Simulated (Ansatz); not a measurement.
# Single-point calculation, with input and output: Ta

Ta (8 atoms in the cell), computed with DFT PBEsol, scalar-relativistic, plane waves, PAW, no spin polarisation (Ansatz 0.2.0).

The structure derives from an entry of the Crystallography Open Database. It belongs to a series of runs on one base structure; here: all atoms moved at random (sigma 0.15 A a component), cell strained at random (sigma 0.01). Figures and captions count atoms from 1; the log counts them from 0 in places.

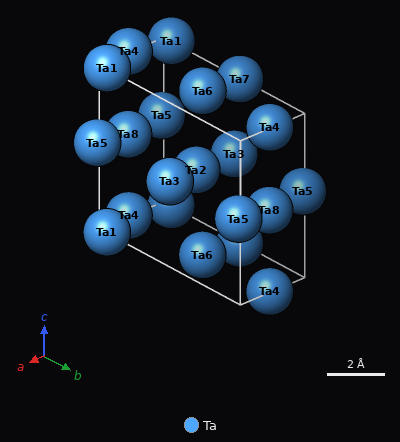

Fig. 1: The structure (spheres-only view of the cell of the calculation, set on other vectors, seen slightly off an axis; atoms are numbered from 1 in the order of the input). An atom can appear more than once, as a periodic image.

**Summary**

```json
{"quantity": "outcome", "value": "converged"}
{"quantity": "space group (tolerance 0.01 Å)", "value": "P1 (1)"}
{"quantity": "electrons treated", "value": "104"}
{"quantity": "free energy", "value": "−78448.2440 eV"}
{"quantity": "Fermi energy", "value": "18.522 eV"}
{"quantity": "gap on the k-point mesh", "value": "none (metallic)"}
{"quantity": "pressure", "value": "4.59 GPa"}
{"quantity": "largest force (length of the vector)", "value": "3.512 eV/Å"}
{"quantity": "hardware", "value": "2 threads of Intel Xeon (Granite Rapids), 32 GiB of memory available, shared host"}
{"quantity": "wall time", "value": "1.7 min (CPU time 3.3 min)"}
{"quantity": "peak memory", "value": "2.8 GiB"}
```

Spin–orbit coupling is left out, which matters for Ta.

**The input**
```yaml
crystal:
  lattice:
    - [0.0205386736, 4.1819187546, 4.1896830706]
    - [4.2128185619, 0.0347328828, 4.1754888614]
    - [4.2271192353, 4.1820252189, 0.0204322093]
  atoms:
    - { symbol: Ta, position: [0.050374033, -0.0424263792, -0.0220708765] }
    - { symbol: Ta, position: [-0.0375235807, -0.0116863794, 0.5951389658] }
    - { symbol: Ta, position: [-0.0235208448, 0.4907983229, 0.0166845938] }
    - { symbol: Ta, position: [-0.0100384932, 0.5196812924, 0.5002365984] }
    - { symbol: Ta, position: [0.4654090216, 0.0085440586, 0.0106521448] }
    - { symbol: Ta, position: [0.5123531946, 0.0024681134, 0.4895093602] }
    - { symbol: Ta, position: [0.5491015014, 0.5043805085, -0.0811988639] }
    - { symbol: Ta, position: [0.4938451681, 0.5282404628, 0.4910480774] }
basis:
  ecutwfc: 420
kpoints:
  mp_grid: { grid: [10, 10, 10] }
hamiltonian:
  xc: pbesol
scf:
  occupations: { method: gaussian, width: 0.15 }
output:
  forces: true
  stress: true
  eigenvalues: true
```

Launch command:
```bash
ansatz run input.yaml --threads 2 --pin off --max-ram 5120MiB --backend cpu --events-out ev --progress --plain --runs-dir out
```

**Log**
```
Engine: ansatz 0.2.0, x86_64-unknown-linux-gnu
Pseudopotentials: kind: paw
Pseudopotential: Ta, paw, valence charge 13, recommended cutoff 420 eV (normal), Ta.paw.azcp
Functional definition: PBEsol
  exchange = pbesol_x
  correlation = pbesol_c
Crystal: 8 atoms, lattice volume = 146.293 Å³
Basis set: ecut = 420 eV, 2817 PW (Γ), exchange–correlation on 80×80×80 points (8 copies of the dense FFT grid, shifted against one another)
Bands: 63, of which v1, the nominal top of the filled ones, is band 52 counted from 1 (51 counted from 0)
Symmetry: 1 space group operations
Space group: P1 (ITA 1), of the structure as read, at distance tolerance 5.3e-5 Å
k-points: 504 of 1000 (time reversal used)
Non-local potential: Ta, projectors of the file, l = 0: 3, l = 1: 2, l = 2: 2, l = 3: 1
PAW form: soft (Blöchl's): semilocal exchange-correlation on the pseudo side does not see the compensation charge
PAW frozen core: Ta, regenerated for the run's functional, and the local potential with it (the file was generated under x = pbe(κ = 0.804, μ = 0.2195149727645171), c = pbe(β = 0.06672455060314922))
PAW one-centre angular grid: Ta, 590 points (default); XC on 64 Gauss nodes
Initial density: superposition of atomic densities (neutral atoms: chi_scale 0, normalization atom), corrected by the library's trained network
Initial wavefunctions: pseudopotential atomic-orbital guess
Functional: x = pbesol(κ = 0.804, μ = 0.12345679012345678), c = pbesol(β = 0.046)
SCF iter   1: F=—  HF=-78448.254026 eV  |F-HF|=—  |Δ(HF+E_count)|=         —  Δρ=6.11e-3  dr2=4.60e-2  ethr=1.77e-3  ⟨swp⟩=5.2  Hψ=122630  notcnv=0
preconditioner: auto → Kerker (q_TF=auto, 2.577 Å⁻¹)  [metal: Δε(μ)=0.001 eV  Ē_g=3.843 eV  σ=0.150 eV  W_gap=0.00  n_scr=50 (ndim 8)  ℏωp=19.4 eV  f_vac=0.000  D(μ)=9.40/eV (n_scr^D=112)]
SCF iter   2: F=—  HF=-78448.247580 eV  |F-HF|=—  |Δ(HF+E_count)|=   6.45e-3  Δρ=3.46e-3  dr2=1.50e-2  ethr=4.43e-5  ⟨swp⟩=1.3  Hψ=37154  notcnv=0
SCF iter   3: F=—  HF=-78448.244383 eV  |F-HF|=—  |Δ(HF+E_count)|=   3.20e-3  Δρ=8.10e-4  dr2=1.93e-3  ethr=1.44e-5  ⟨swp⟩=2.0  Hψ=40038  notcnv=0
SCF iter   4: F=—  HF=-78448.244061 eV  |F-HF|=—  |Δ(HF+E_count)|=   3.21e-4  Δρ=2.36e-4  dr2=7.57e-5  ethr=1.86e-6  ⟨swp⟩=2.0  Hψ=40241  notcnv=0
SCF iter   5: F=—  HF=-78448.244046 eV  |F-HF|=—  |Δ(HF+E_count)|=   1.50e-5  Δρ=5.64e-5  dr2=7.93e-6  ethr=7.27e-8  ⟨swp⟩=2.0  Hψ=41164  notcnv=0
SCF iter   6: F=—  HF=-78448.244045 eV  |F-HF|=—  |Δ(HF+E_count)|=   1.17e-6  Δρ=2.28e-5  dr2=2.03e-6  ethr=7.63e-9  ⟨swp⟩=2.0  Hψ=41238  notcnv=0
SCF iter   7: F=-78448.244045 eV  HF=-78448.244045 eV  |F-HF|=4.77e-8  |Δ(HF+E_count)|=   2.58e-7  Δρ=6.65e-6  dr2=8.28e-8  ethr=9.62e-11  ⟨swp⟩=8.9  Hψ=131440  notcnv=0
SCF 1 converged in 7 iterations: F = -78448.244045 eV  dr2 = 8.28e-8
  greatest PAW one-centre occupation: 1.000 electrons in one spin orbital (limit 2), on the Ta atom at site 0 (counted from 0), in its partial waves of l = 0
SCF converged after 7 iterations
Free energy (F): -78448.244045 eV
Harris-Foulkes:  -78448.244045 eV  (|F-HF|=4.77e-8)
Internal energy: -78448.137476 eV  (E = F + TS)
E sigma→0 (E₀):  -78448.190761 eV
Entropy (-TS):   -0.106568 eV (-13.321 meV/atom)
Fermi energy:    18.522321 eV
--- Per-component energies (eV) ---
  E_band       = -877.277407
  E_kinetic    = 2934.085590
  E_local      = -4683.223000  (includes V_loc(G=0)·N_el)
  E_nonlocal   = 143.243850
  E_hartree    = 1640.537673
  E_xc         = -1735.965248
  E_vxc        = -1630.563199  (∫ρ·V_xc dr)
  E_paw        = -66181.292719  (= ΣΔE_a)
  E_vpaw       = -921.895006  (= ΣTr[D̂ρ^β])
  E_aug_tail   = 0.001173  (compensation charges beyond the density's cutoff)
  E_ewald      = -10567.233967
  E_core_change = 1.709172  (= ΣΔE_core)
  E_smearing   = -0.106568  (= −TS)
  E_closure    = 0.000000  (closes the sum)
  Σ components = -78448.244045   (vs F -78448.244045, Δ=0.00e0)
--- Forces (eV/Å), atoms counted from 1 ---
  atom   1  Ta     2.58867886     1.04896095     0.12148651
  atom   2  Ta    -1.86260615    -2.90815389     0.63561513
  atom   3  Ta    -0.10430758     1.15588716    -0.59316059
  atom   4  Ta    -2.41191446     0.95788895     1.77217545
  atom   5  Ta     1.09865545     0.28697699    -0.12429420
  atom   6  Ta     0.36145513    -1.31211252     1.93900507
  atom   7  Ta     1.36956859     1.83821816    -2.28069352
  atom   8  Ta    -1.03953225    -1.06764643    -1.47017998
  max |Σ_I F_I| component: 4.61e-5 eV/Å
--- Stress (GPa, compression-positive) ---
        1.906255       0.917502      -0.146914
        0.917501       6.684257       1.131999
       -0.146914       1.131999       5.179212
  P = ⅓ Tr σ = 4.5899 GPa (45.899 kbar)
--- Band table (eV; the first three rows and the last of 504) ---
  k-point 0: bands = ["-48.9579", "-48.8867", "-48.8508", "-48.8234", "-48.8060", "-48.7523", "-48.6901", "-48.6417", "-16.3101", "-16.2341", "-16.0906", "-16.0835", "-16.0456", "-15.9890", "-15.9259", "-15.4863", "-15.4116", "-15.2977", "-15.2914", "-15.2122", "-15.1975", "-15.1628", "-15.1189", "-15.0926", "-15.0398", "-15.0162", "-14.9443", "-14.9112", "-14.8884", "-14.8534", "-14.7590", "-14.6291", "10.3459", "13.8061", "13.8836", "13.9243", "13.9730", "13.9858", "14.0770", "14.1000", "14.9547", "15.2286", "15.3521", "17.7836", "18.1222", "18.2428", "18.3334", "18.4304", "18.6384", "18.7246", "18.8928", "18.9993", "19.0701", "19.1851", "19.3336", "19.4558", "19.6014", "20.0271", "21.3601", "21.4048", "21.6767", "21.9931", "22.1026"]
  k-point 1: bands = ["-48.9562", "-48.8864", "-48.8516", "-48.8236", "-48.8066", "-48.7526", "-48.6905", "-48.6415", "-16.2987", "-16.2269", "-16.0847", "-16.0669", "-16.0306", "-15.9720", "-15.9099", "-15.4921", "-15.4172", "-15.3122", "-15.2910", "-15.2476", "-15.2074", "-15.1407", "-15.1354", "-15.0898", "-15.0528", "-15.0102", "-14.9541", "-14.9157", "-14.8901", "-14.8580", "-14.7683", "-14.6325", "10.4489", "13.8102", "13.9181", "13.9598", "14.0185", "14.0770", "14.1773", "14.1978", "15.0182", "15.2879", "15.4255", "17.8134", "18.1502", "18.2194", "18.3303", "18.4041", "18.5212", "18.6692", "18.7582", "18.9202", "18.9915", "19.0620", "19.2958", "19.3961", "19.6045", "19.9061", "21.1631", "21.2166", "21.4340", "21.8158", "22.0006"]
  k-point 2: bands = ["-48.9512", "-48.8856", "-48.8541", "-48.8239", "-48.8083", "-48.7534", "-48.6915", "-48.6411", "-16.2689", "-16.2067", "-16.0601", "-16.0292", "-15.9857", "-15.9236", "-15.8650", "-15.5113", "-15.4407", "-15.3559", "-15.3062", "-15.2805", "-15.2305", "-15.1802", "-15.1202", "-15.0910", "-15.0706", "-15.0084", "-14.9793", "-14.9334", "-14.8987", "-14.8662", "-14.7891", "-14.6394", "10.7494", "13.7245", "14.0531", "14.1218", "14.2132", "14.2897", "14.4209", "14.4679", "15.2033", "15.4622", "15.6457", "17.7992", "17.9034", "17.9683", "18.0671", "18.3310", "18.4125", "18.4820", "18.6668", "18.8218", "18.9688", "19.1075", "19.1378", "19.3083", "19.3834", "19.6882", "20.6047", "20.7146", "20.8447", "21.4743", "21.8304"]
  k-point 503: bands = ["-48.9325", "-48.8869", "-48.8628", "-48.8301", "-48.8010", "-48.7720", "-48.6861", "-48.6378", "-16.1789", "-16.0879", "-15.9611", "-15.9514", "-15.8903", "-15.8325", "-15.7391", "-15.6510", "-15.5004", "-15.4454", "-15.4088", "-15.3943", "-15.2451", "-15.1994", "-15.1808", "-15.1563", "-15.0929", "-15.0681", "-15.0145", "-14.9445", "-14.9148", "-14.8646", "-14.7599", "-14.6337", "12.3751", "12.5189", "14.5727", "14.6521", "14.9424", "15.0239", "15.1765", "15.3200", "15.6241", "15.7962", "16.3073", "16.3729", "16.8291", "17.1732", "17.3625", "17.6783", "17.8354", "17.9733", "18.1479", "18.3350", "18.4086", "18.8581", "19.0387", "19.1282", "19.5378", "20.0145", "20.6268", "20.8245", "20.9608", "21.0879", "21.2679"]
```

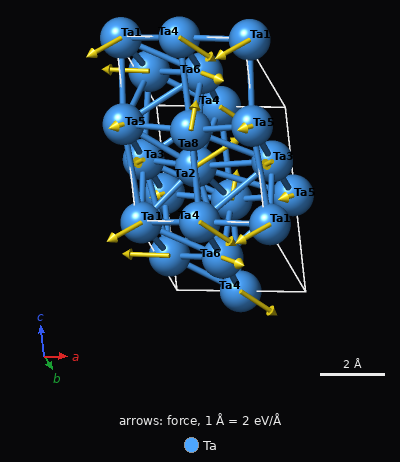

Fig. 2: Forces on the atoms as yellow arrows (ball-and-stick view of the cell of the calculation, set on other vectors, seen at an oblique angle; atoms are numbered from 1 in the order of the input). The largest act on Ta2 (3.51 eV/Å); Ta7 (3.23 eV/Å); Ta4 (3.14 eV/Å); Ta1 (2.80 eV/Å), among others. The geometry is not a stationary point of this energy.

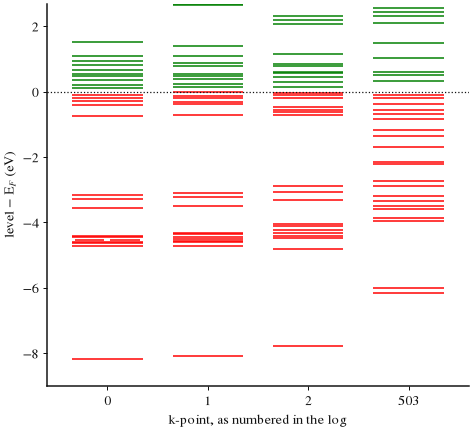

Fig. 3: Kohn–Sham levels near the Fermi level (dotted) at the few k-points that the log prints; levels within 0.02 eV of each other stand side by side. The system is metallic on the full mesh.
